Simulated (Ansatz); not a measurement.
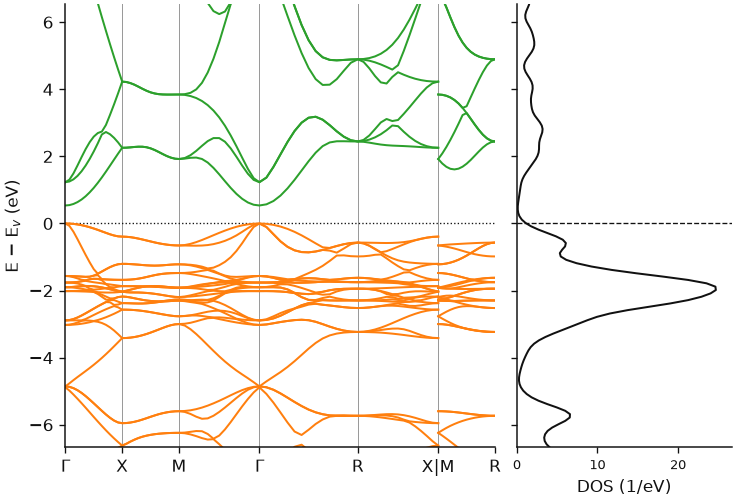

Band structure and density of states. Energies are counted from the top of the valence band. The DOS curve is built from the levels of the k mesh with Gaussians 0.55 eV wide, which also blur the band edges; ripples of that width can come from the mesh.

Question: Which Bravais lattice do the labels of the path belong to?

Answer: A simple cubic lattice: the path Γ–X–M–Γ–R–X|M–R runs through the special points of its Brillouin zone.

Structure: Cu₂O, space group Pn-3m, 6 atoms in the cell; cubic a = 4.260 Å.

Computed with Ansatz 0.2.0: RPBE, Ansatz PAW, no spin polarisation, no spin-orbit coupling, 6×6×6 k mesh, 420 eV cutoff.

Question: Is there a gap? Give its size, its kind and where the band edges lie.

Answer: The bands leave a gap. The gap along this path is 0.54 eV and direct: both edges lie at Γ.

Question: Where is the tallest peak of the filled states in the window?

Answer: Within the window shown, the tallest peak of the filled states lies 2.0 eV under the valence-band top, at about 25 states per eV and cell.

Question: How much do the top valence band and the lowest conduction band disperse along the path?

Answer: The top valence band spans 0.7 eV and the lowest conduction band 1.9 eV.

Question: What are the direct gaps at R, M and Γ?

Answer: The direct gaps are 3.01 eV at R, 2.58 eV at M and 0.54 eV at Γ.

The PAW data sets were made with another functional. LDA, GGA and most meta-GGA functionals understate gaps. The cell is at 8 GPa in this functional.
